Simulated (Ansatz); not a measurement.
# TaN: single-point calculation

- system: TaN (P3m1, 6 atoms in the cell)
- method: DFT r2SCAN, scalar-relativistic, plane waves, PAW, no spin polarisation (Ansatz 0.2.0)

The structure derives from an entry of the Crystallography Open Database. It belongs to a series of runs on one base structure; here: the crystal opened by +0.50 A across the cut. Figures and captions count atoms from 1; the log counts them from 0 in places.

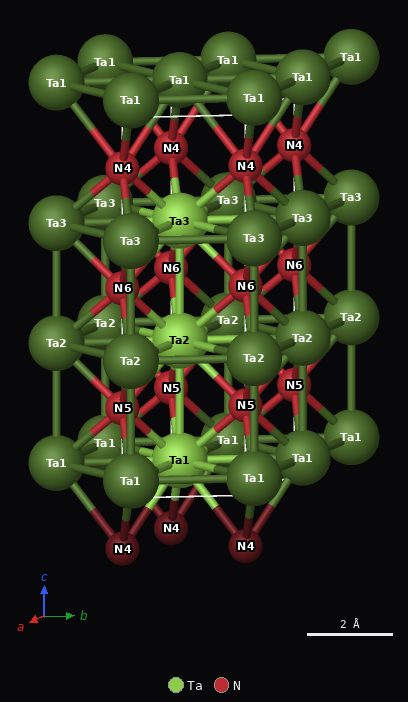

Figure 1. The structure (ball-and-stick view of the cell of the calculation, set on other vectors, seen slightly off an axis; neighbours outside the cell are drawn fainter; atoms are numbered from 1 in the order of the input). An atom can appear more than once, as a periodic image. Near neighbours in the periodic cell (some may lie outside the picture): Ta has 6 N at 2.23 to 2.58 Å and 7 Ta at 2.88 to 2.94 Å; Ta has 6 N at 2.23 Å and 8 Ta at 2.88 to 2.94 Å; N has 6 Ta at 2.23 to 2.58 Å.

### Input file
```yaml
crystal:
  lattice:
    - [-2.9361543272, 0.0, 0.0]
    - [-1.4680771636, -2.5427842368, 0.0]
    - [0.0, 0.0, 9.1538556583]
  atoms:
    - { symbol: Ta, position: [0.3333333333, 0.3333333333, 0.078765761] }
    - { symbol: Ta, position: [0.3333333333, 0.3333333333, 0.3938918304] }
    - { symbol: Ta, position: [0.3333333333, 0.3333333333, 0.7090178997] }
    - { symbol: "N", position: [0.0, 0.0, 0.8665809343] }
    - { symbol: "N", position: [0.0, 0.0, 0.2363287957] }
    - { symbol: "N", position: [0.0, 0.0, 0.551454865] }
basis:
  ecutwfc: 500
kpoints:
  mp_grid: { grid: [23, 23, 7] }
hamiltonian:
  xc: r2scan
scf:
  occupations: { method: gaussian, width: 0.15 }
output:
  forces: true
  stress: true
  eigenvalues: true
```

Hardware: 2 threads of Intel Xeon @ 2.50GHz (Skylake/Cascade Lake), 189 GiB of memory available, shared host.

Launch command:
```bash
ansatz run input.yaml --threads 2 --pin off --max-ram 5120MiB --backend cpu --events-out ev --progress --plain --runs-dir out
```

### Log
```
Engine: ansatz 0.2.0, x86_64-unknown-linux-gnu
Pseudopotentials: kind: paw
Pseudopotential: Ta, paw, valence charge 13, recommended cutoff 500 eV (meta_gga), Ta.paw.azcp
Pseudopotential: N, paw, valence charge 5, recommended cutoff 500 eV (meta_gga), N.paw.azcp
Functional definition: r2SCAN
  parameter k0 = 0.174
  parameter k1 = 0.065
  parameter a1 = 4.9479
  exchange = r2scan_x(k0 = k0, k1 = k1, a1 = a1)
  correlation = r2scan_c
Crystal: 6 atoms, lattice volume = 68.343 Å³
Basis set: ecut = 500 eV, 1761 PW (Γ), exchange–correlation on 96×96×288 points (64 copies of the dense FFT grid, shifted against one another)
Bands: 33, of which v1, the nominal top of the filled ones, is band 27 counted from 1 (26 counted from 0)
Symmetry: 6 space group operations
Space group: P3m1 (ITA 156), of the structure as read, at distance tolerance 4.1e-5 Å
k-points: 356 of 3703 (time reversal used)
Non-local potential: Ta, projectors of the file, l = 0: 3, l = 1: 2, l = 2: 2, l = 3: 1
Non-local potential: N, projectors of the file, l = 0: 2, l = 1: 2, l = 2: 1
PAW form: soft (Blöchl's): semilocal exchange-correlation on the pseudo side does not see the compensation charge
PAW frozen core: Ta, regenerated for the run's functional (the file was generated under x = pbe(κ = 0.804, μ = 0.2195149727645171), c = pbe(β = 0.06672455060314922))
PAW frozen core: N, regenerated for the run's functional (the file was generated under x = pbe(κ = 0.804, μ = 0.2195149727645171), c = pbe(β = 0.06672455060314922))
PAW one-centre angular grid: Ta, 590 points (default); XC on 160 Gauss nodes
PAW one-centre angular grid: N, 302 points (default); XC on 160 Gauss nodes
Initial density: superposition of atomic densities (neutral atoms: chi_scale 0, normalization atom), corrected by the library's trained network
Initial wavefunctions: pseudopotential atomic-orbital guess
Functional: x = r2scan, c = r2scan; τ floored in thin density (d = 2e-4 eV/Å³)
SCF iter   1: F=—  HF=-30993.771562 eV  |F-HF|=—  |Δ(HF+E_count)|=         —  Δρ=1.47e-2  dr2=6.85e-1  dr2_τ=3.32e-1  ethr=1.77e-3  ⟨swp⟩=5.4  Hψ=48257  notcnv=0
preconditioner: auto → Kerker (q_TF=auto, 2.623 Å⁻¹)  [metal: Δε(μ)=0.035 eV  Ē_g=9.788 eV  σ=0.150 eV  W_gap=0.13  n_scr=24 (ndim 8)  ℏωp=24.6 eV  f_vac=0.000  D(μ)=0.20/eV (n_scr^D=2)]
SCF iter   2: F=—  HF=-30993.983505 eV  |F-HF|=—  |Δ(HF+E_count)|=   2.12e-1  Δρ=9.97e-3  dr2=2.59e-1  dr2_τ=3.78e-3  ethr=1.27e-3  ⟨swp⟩=2.0  Hψ=15765  notcnv=0  defer=437
SCF iter   3: F=—  HF=-30993.980355 eV  |F-HF|=—  |Δ(HF+E_count)|=   3.15e-3  Δρ=5.76e-3  dr2=2.73e-2  dr2_τ=5.30e-3  ethr=4.80e-4  ⟨swp⟩=2.0  Hψ=15600  notcnv=0  defer=439
SCF iter   4: F=—  HF=-30993.975817 eV  |F-HF|=—  |Δ(HF+E_count)|=   4.54e-3  Δρ=1.48e-3  dr2=4.21e-3  dr2_τ=1.46e-4  ethr=5.05e-5  ⟨swp⟩=2.0  Hψ=16631  notcnv=0  defer=481
SCF iter   5: F=—  HF=-30993.975473 eV  |F-HF|=—  |Δ(HF+E_count)|=   3.44e-4  Δρ=4.96e-4  dr2=7.53e-4  dr2_τ=1.43e-5  ethr=7.80e-6  ⟨swp⟩=2.0  Hψ=15192  notcnv=0  defer=489
SCF iter   6: F=—  HF=-30993.975437 eV  |F-HF|=—  |Δ(HF+E_count)|=   3.61e-5  Δρ=3.00e-4  dr2=6.81e-5  dr2_τ=1.14e-5  ethr=1.39e-6  ⟨swp⟩=2.0  Hψ=14889  notcnv=0  defer=492
SCF iter   7: F=—  HF=-30993.975437 eV  |F-HF|=—  |Δ(HF+E_count)|=   3.55e-7  Δρ=1.18e-4  dr2=1.73e-5  dr2_τ=1.15e-6  ethr=1.26e-7  ⟨swp⟩=2.0  Hψ=16465  notcnv=0  defer=517
SCF iter   8: F=—  HF=-30993.975437 eV  |F-HF|=—  |Δ(HF+E_count)|=   5.92e-7  Δρ=2.40e-5  dr2=1.08e-6  dr2_τ=2.93e-8  ethr=3.21e-8  ⟨swp⟩=2.0  Hψ=15873  notcnv=0  defer=517
SCF iter   9: F=—  HF=-30993.975437 eV  |F-HF|=—  |Δ(HF+E_count)|=   4.37e-8  Δρ=7.57e-6  dr2=1.66e-7  dr2_τ=3.51e-9  ethr=1.99e-9  ⟨swp⟩=2.7  Hψ=17015  notcnv=0  defer=516
SCF iter  10: F=-30993.975437 eV  HF=-30993.975437 eV  |F-HF|=1.66e-8  |Δ(HF+E_count)|=  2.55e-10  Δρ=3.92e-6  dr2=2.24e-8  dr2_τ=2.03e-9  ethr=1.85e-10  ⟨swp⟩=10.7  Hψ=46051  notcnv=0
SCF 1 converged in 10 iterations: F = -30993.975437 eV  dr2 = 2.24e-8
  greatest PAW one-centre occupation: 0.998 electrons in one spin orbital (limit 2), on the Ta atom at site 2 (counted from 0), in its partial waves of l = 0
```

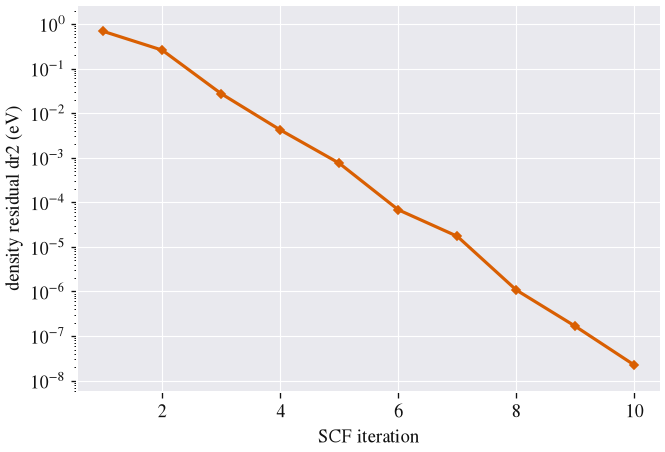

Figure 2. Convergence of the self-consistent field: density residual dr2 against the SCF iteration. The residual falls at every step.

```
SCF converged after 10 iterations
Free energy (F): -30993.975437 eV
Harris-Foulkes:  -30993.975437 eV  (|F-HF|=1.66e-8)
Internal energy: -30993.971717 eV  (E = F + TS)
E sigma→0 (E₀):  -30993.973577 eV
Entropy (-TS):   -0.003720 eV (-0.620 meV/atom)
Fermi energy:    18.843242 eV
--- Per-component energies (eV) ---
  E_band       = -268.247572
  E_kinetic    = 1493.961029
  E_local      = -2047.324757  (includes V_loc(G=0)·N_el)
  E_nonlocal   = 177.202637
  E_hartree    = 700.722307
  E_xc         = -794.188482
  E_vxc        = -921.135555  (∫ρ·V_xc dr)
  E_paw        = -25654.951514  (= ΣΔE_a)
  E_vpaw       = -419.827182  (= ΣTr[D̂ρ^β])
  E_aug_tail   = 0.000255  (compensation charges beyond the density's cutoff)
  E_vtau       = 47.432960  (kinetic-family band-sum trace: ∫τ·v_τ [+ j·A + Jᵃ·Aᵃ] dr)
  E_ewald      = -4867.035659
  E_core_change = -2.357535  (= ΣΔE_core)
  E_smearing   = -0.003720  (= −TS)
  E_closure    = 0.000000  (closes the sum)
  Σ components = -30993.975437   (vs F -30993.975437, Δ=0.00e0)
--- Forces (eV/Å), atoms counted from 1 ---
  atom   1  Ta    -0.00000000     0.00000000    -4.19953394
  atom   2  Ta     0.00000000     0.00000000     0.39193555
  atom   3  Ta     0.00000000     0.00000000     3.54554745
  atom   4  N      0.00000000     0.00000000     1.12227922
  atom   5  N     -0.00000000     0.00000000    -0.31459751
  atom   6  N      0.00000000     0.00000000    -0.54564109
  max |Σ_I F_I| component: 1.03e-5 eV/Å
--- Stress (GPa, compression-positive) ---
       -2.205968       0.000000      -0.000000
        0.000000      -2.205968       0.000000
       -0.000000       0.000000     -29.395304
  P = ⅓ Tr σ = -11.2691 GPa (-112.691 kbar)
--- Band table (eV; the first three rows and the last of 356) ---
  k-point 0: bands = ["-52.0521", "-51.5654", "-51.1813", "-18.2252", "-17.7433", "-17.3692", "-17.3692", "-17.1513", "-16.9621", "-16.9621", "-16.5705", "-16.5705", "0.3807", "1.7393", "2.9076", "10.0759", "10.9767", "14.0959", "14.0959", "14.3205", "14.6797", "14.6797", "15.7809", "16.3873", "16.3873", "18.7541", "18.8554", "18.8554", "19.5467", "19.5467", "19.9104", "21.4716", "22.0652"]
  k-point 1: bands = ["-52.0521", "-51.5654", "-51.1813", "-18.2288", "-17.7358", "-17.3692", "-17.3692", "-17.1553", "-16.9621", "-16.9621", "-16.5705", "-16.5705", "0.4012", "1.6780", "2.9583", "9.8887", "11.2456", "14.0985", "14.0985", "14.1392", "14.6752", "14.6752", "15.9128", "16.3871", "16.3871", "18.5275", "18.8162", "18.8162", "19.6516", "19.6516", "20.1168", "21.5315", "21.8746"]
  k-point 2: bands = ["-52.0521", "-51.5654", "-51.1813", "-18.2365", "-17.7192", "-17.3692", "-17.3692", "-17.1644", "-16.9622", "-16.9622", "-16.5705", "-16.5705", "0.4520", "1.5474", "3.0603", "9.6153", "11.7578", "13.7216", "14.1046", "14.1046", "14.6650", "14.6650", "16.1889", "16.3864", "16.3864", "18.1168", "18.7507", "18.7507", "19.8961", "19.8961", "20.4586", "21.5027", "21.5027"]
  k-point 355: bands = ["-51.9635", "-51.4737", "-51.0901", "-18.1008", "-18.0026", "-17.9954", "-17.7409", "-17.6197", "-17.4817", "-17.3406", "-17.2220", "-16.9585", "2.0320", "2.5343", "3.9891", "10.7060", "11.6161", "12.0869", "12.1518", "12.7924", "12.9496", "13.6385", "13.8990", "15.0854", "17.6991", "18.1833", "18.6417", "20.4282", "20.8093", "21.1094", "21.9123", "22.4293", "22.6008"]
```

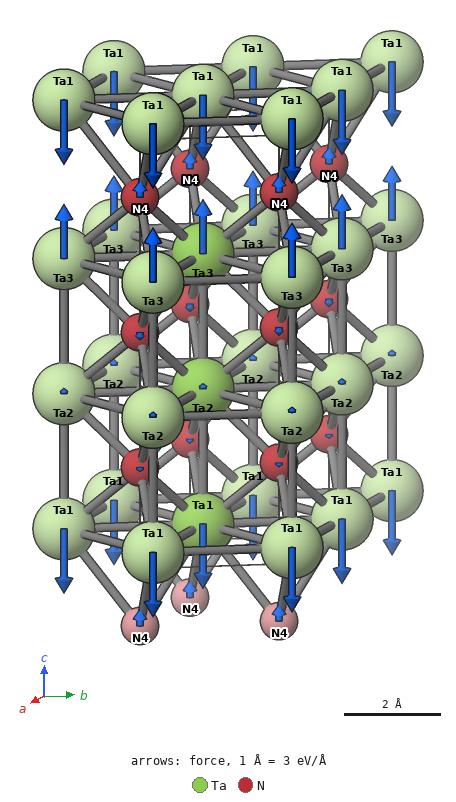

Figure 3. Forces on the atoms as blue arrows (ball-and-stick view of the cell of the calculation, set on other vectors, seen slightly off an axis; neighbours outside the cell are drawn fainter; atoms are numbered from 1 in the order of the input). The largest act on Ta1 (4.20 eV/Å); Ta3 (3.55 eV/Å). The geometry is not a stationary point of this energy.

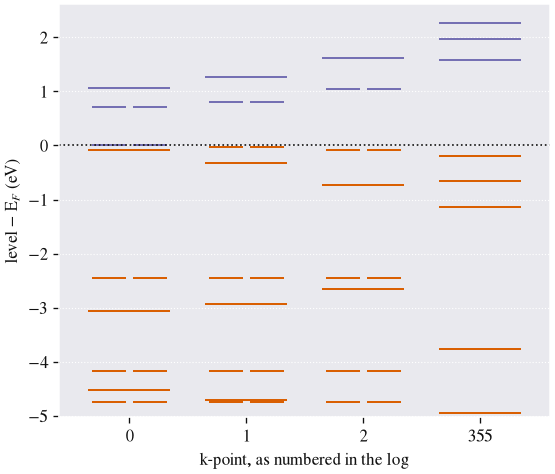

Figure 4. Kohn–Sham levels near the Fermi level (dotted) at the few k-points that the log prints; levels within 0.02 eV of each other stand side by side. The system is metallic on the full mesh.

### Summary

| quantity | value |
| --- | --- |
| outcome | converged |
| space group (tolerance 0.01 Å) | P3m1 (156) |
| electrons treated | 54 |
| free energy | −30993.9754 eV |
| Fermi energy | 18.843 eV |
| gap on the k-point mesh | none (metallic) |
| pressure | −11.27 GPa |
| largest force (length of the vector) | 4.200 eV/Å |
| wall time | 2.2 min (CPU time 4 min) |
| peak memory | 1.1 GiB |

Spin–orbit coupling is left out, which matters for Ta.
